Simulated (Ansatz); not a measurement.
Consider CaSe.

Input

```
crystal:
  lattice:
    - [3.6347849189, 0.0, 0.0]
    - [0.0, 3.6347849189, 0.0]
    - [0.0, 0.0, 3.6347849189]
  atoms:
    - { symbol: Ca, position: [0.0, 0.0, 0.0] }
    - { symbol: Se, position: [0.5, 0.5, 0.5] }
kpoints:
  mp_grid: { grid: [4, 4, 4] }
hamiltonian:
  xc: hse06
scf:
  occupations: { method: fixed }
  n_extra_bands: 4
output:
  forces: true
  stress: true
  eigenvalues: true
  write_density: true
  write_potential: true
  elf: true
  volumetric_format: npy
```

Command:

```sh
ansatz run input.yaml --threads 4 --pin off --max-ram 3686MiB --backend cpu --events-out ev --progress --plain --runs-dir out
```

Below, planes, directions and counts refer to the conventional cell (a = 3.63 Å, b = 3.63 Å, c = 3.63 Å, α = 90.00°, β = 90.00°, γ = 90.00°).

Space group Pm-3m; started from the CsCl prototype, which need not be the ambient phase.

Level of theory: DFT, HSE06, plane waves, PAW (Ansatz).

**What can the converged valence pseudo-density and electron localisation function tell about the bonding?**

Ca–Se (3.15 Å): ρ is about 0.15 e/Å³ halfway, with its minimum of 0.12 e/Å³ about 1.4 Å from Ca; the ELF is about 0.40 at the midpoint and 0.05 at its lowest between the atoms; a closed-shell, largely ionic contact.

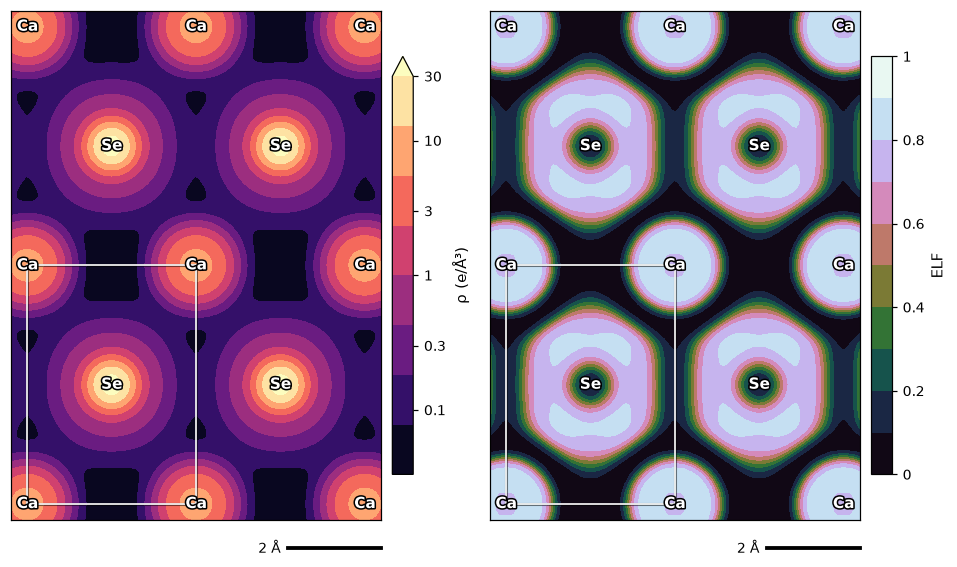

Computed valence pseudo-density and electron localisation function on the (11̄0) plane of the conventional cell, in this order. 

In a PAW calculation such maps are meaningful between the atoms, not at the nuclei.
